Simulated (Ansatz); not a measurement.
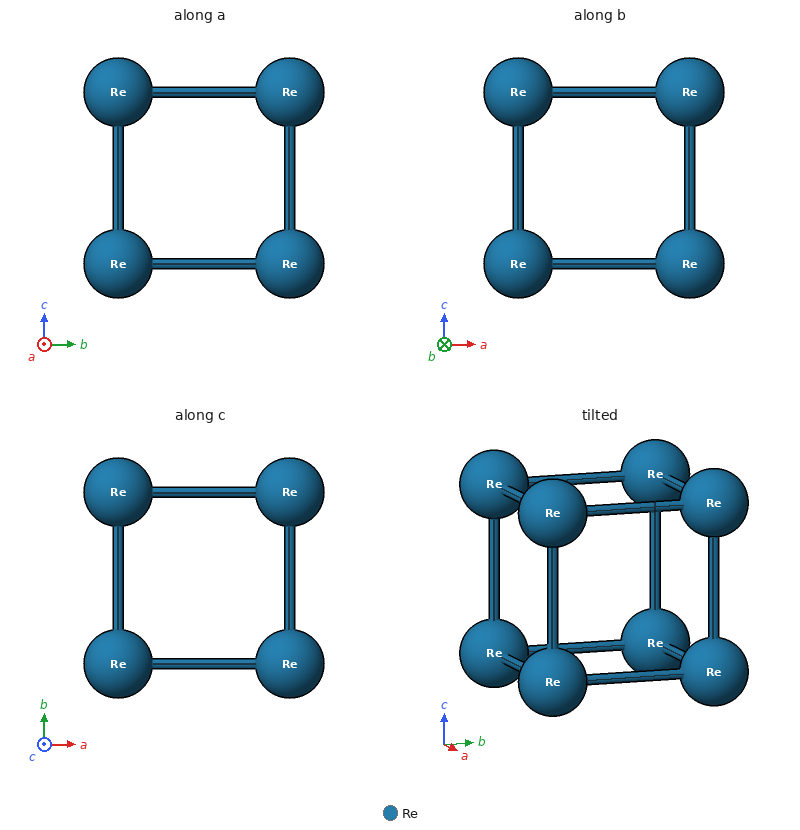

Crystal structure, ball-and-stick style, seen along the a axis, along the b axis, along the c axis and slightly off an axis. The edges of the conventional unit cell are marked.

Lattice parameters: a = 2.556 Å, b = 2.556 Å, c = 2.556 Å, α = 90.00°, β = 90.00°, γ = 90.00°.

Question: Give the structure in the form of a table of Wyckoff sites.

Answer: Space group Pm-3m (No. 221).
```csv
atom,site,x,y,z
Re,1a,0.0000,0.0000,0.0000
```

The cell started as a structure type filled with this element by a generator (whether the element takes this form wasn't checked). Earlier steps of the study may have refined or changed the cell and positions. It went into a calculation with Ansatz.

At this level of theory the cell isn't at rest (compressed, at 11 GPa), so its distances can differ from those at equilibrium, the more so the softer the solid.
